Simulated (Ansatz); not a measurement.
## ZrH (space group I-4m2, No. 119): the states at the Fermi level

Input

```yaml
crystal:
  lattice:
    - [-1.643908, 1.643908, 2.504399]
    - [1.643908, -1.643908, 2.504399]
    - [1.643908, 1.643908, -2.504399]
  atoms:
    - { symbol: Zr, position: [0.0, 0.0, 0.0] }
    - { symbol: H, position: [0.75, 0.25, 0.5] }
basis:
  ecutwfc: 500
kpoints:
  mp_grid: { grid: [16, 16, 16] }
hamiltonian:
  xc: r2scan
  pseudopotentials: { kind: paw }
scf:
  occupations: { method: gaussian, width: 0.05 }
output:
  forces: true
  eigenvalues: true
  eigenstates:
    nscf_kmesh: { grid: [24, 24, 24] }
    top_band: c6
    de_dk: true
    localisation: true
  stress: true
checkpoint:
  write: ck
  compress: false
  write_wavefunctions: false
  write_every: 100000
```

Command:

```sh
ansatz run input.yaml --threads 1 --pin off --max-ram 3072MiB --backend cpu --events-out ev --progress --plain --runs-dir out
```

Level of theory: DFT r2SCAN, scalar-relativistic, plane waves, PAW; levels and slopes on a dense k mesh at the converged density in Ansatz 0.2.0. No spin polarisation. k mesh for the levels: 24×24×24. The geometry was not relaxed. The cell comes from a database of computed structures, not from a measurement.

### 1. The sheets

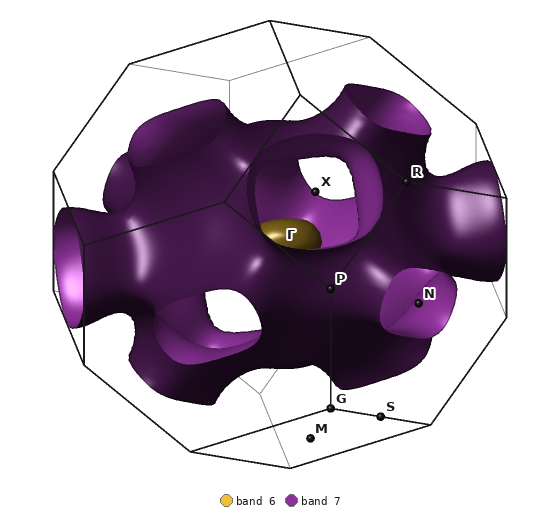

The figure shows the computed Fermi surface of this crystal. Each colour is one band. The brighter face of a sheet looks towards empty states.

**Summarise the topology of this Fermi surface.**

Two bands cross the Fermi level; this is a three-dimensional metal.

Band 6: one hole pocket centred at Γ (0.51 % of the zone).
Band 7: a sheet that is open in all directions, neither an electron nor a hole pocket (the band is filled at M and P and empty at Γ, X and N).

**How large are the density of states and the plasma frequency?**

The density of states at the Fermi level is 1.2 states/eV per primitive cell. The intraband plasma frequencies along the cartesian axes x, y and z of the cell as given are 4.0, 4.0 and 5.4 eV.

### 2. Cuts and bands

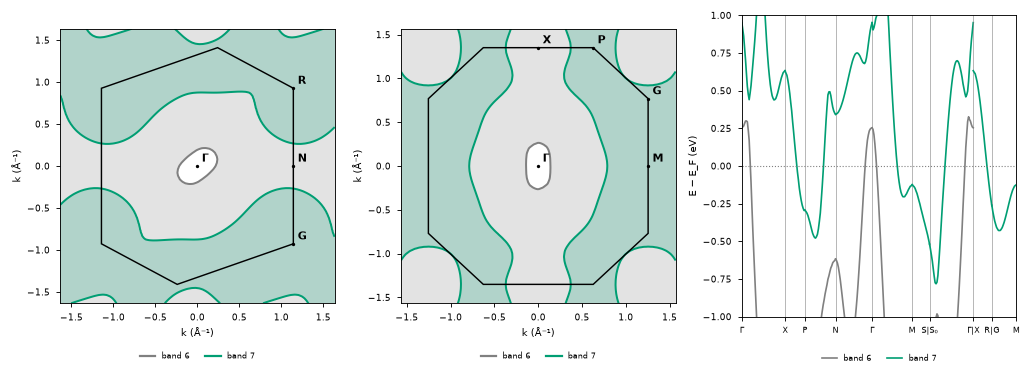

This crystal: cuts through the Fermi surface in the plane through Γ, N and R and the plane through Γ, M and X, filled states shaded, and the bands that cross the Fermi level.

**Give each band's level at the labelled points, in eV from the Fermi level.**

| band | Γ | M | X | P | N |
| --- | --- | --- | --- | --- | --- |
| band 6 | +0.25 | below | below | below | −0.62 |
| band 7 | +0.95 | −0.12 | +0.63 | −0.29 | +0.34 |

Negative values are filled states; "above" and "below" lie outside the plotted window.

### 3. Speeds

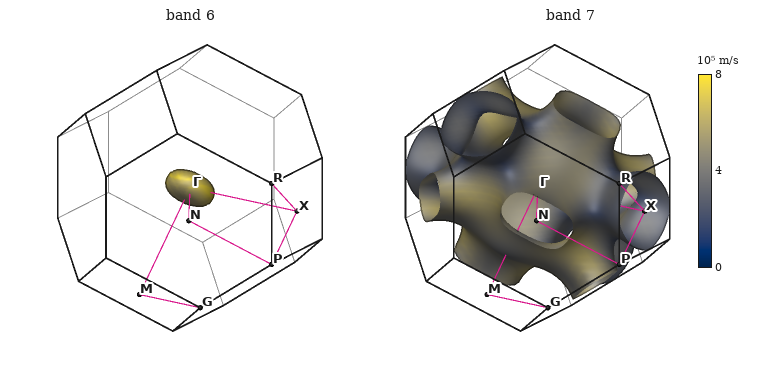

Fermi surface of this crystal, coloured by the Fermi speed.

**How fast are the electrons on each sheet?**

Band 6: 5.2 to 7.7 × 10⁵ m/s over most of the sheet, 6.2 × 10⁵ m/s on average over states. Band 7: 2.6 to 5.8 × 10⁵ m/s over most of the sheet, 4.0 × 10⁵ m/s on average over states.

**Which of these bands adds most to the density of states at the Fermi level?**

Band 7, with 1.2 of 1.2 states/eV per cell.

### 4. Nesting

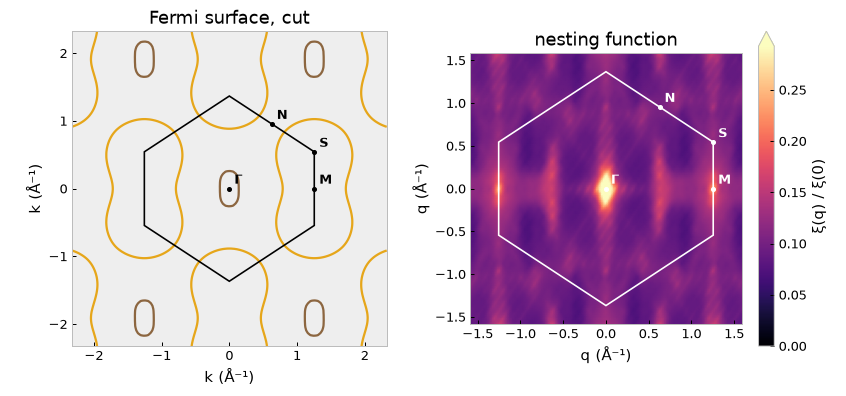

This crystal: a cut of the Fermi surface and the nesting function ξ(q) = Σ δ(ε_k) δ(ε_k+q) over all sheets (each δ a Gaussian as wide as the level changes between mesh points, at least 0.03 eV; heights depend on it), both in the plane through Γ, M and N.

**Where is the strongest nesting away from q = 0?**

The highest maximum lies at M, at q = (−0.50, −0.50, 0.50) in units of the primitive reciprocal vectors. It reaches 0.27 of the value at q = 0, against a mean of 0.10. A peak of ξ alone doesn't prove an instability there.

Spin-orbit coupling is left out; with Zr it can split, shift or remove sheets. The mesh is coarse (steps of 0.11 Å⁻¹). Necks and pockets thinner than about two mesh steps aren't resolved, so separate pockets may in truth be joined.

The run (self-consistency and the dense mesh) took 100 s on 1 thread of Arm Neoverse V1, with other jobs on the host, peak memory 0.54 GiB.
